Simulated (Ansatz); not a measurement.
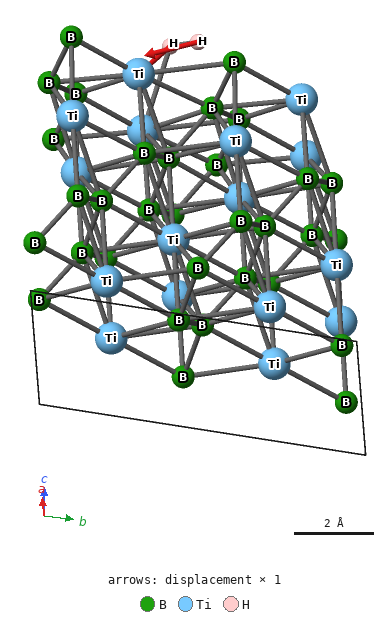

A constrained relaxation of a slab of composition Ti₈B₁₆H (cut from the P6/mmm phase). The starting structure is drawn; red arrows show the displacements, at their true length.

The picture is a ball-and-stick view of the cell of the calculation, outlined in the plane, without the vacuum (origin shifted), seen from a free direction.

Case: 1 H2 a cell, flat, over a hollow Ti-B-B site. The slab is the (1 0 1) face of TiB2 with H2 on it. 24 atoms are held fixed.

Computed with DFT PBE+D3(BJ), scalar-relativistic, plane waves, PAW (Ansatz 0.2.0). Settings: plane-wave cutoff 420 eV; k-point mesh 4 × 3 × 1; occupations gaussian; smearing width 0.1 eV; no spin polarisation; dipole correction; atoms relaxed in a fixed cell; force threshold 0.04 eV/Å; at most 100 steps.

Atoms of which element are displaced furthest, and by how much?

Hydrogen: up to 1.43 Å, against 0.03 Å for titanium.

What did the optimiser do to the structure, and how much energy did it gain?

The largest move is that of an H atom, 1.43 Å at 78° to the normal (−c side). By element the largest moves are H 1.43 Å, Ti 0.03 Å, B 0.02 Å. The lattice vectors keep their values. Near-neighbour distances that change, for instance: H–Ti 2.740 → 1.995 Å, H–Ti 2.410 → 1.989 Å, H–H 0.750 → 0.800 Å, B–Ti 2.316 → 2.347 Å. Among the angles between lasting bonds that change: Ti–H–H 108.3° → 78.8°. After 13 accepted moves (15 points after the start) the energy has fallen by 0.465 eV per cell of the calculation. The largest force component goes from 0.59 to 0.016 eV/Å. The line search rejected the trial steps at points 8, 14 of the run. The forces were under the threshold at step 13, but the run went on from there.

Limits of the set-up: the periodic images lie only 6.0 Å apart, so the values are limited by the cell's size.
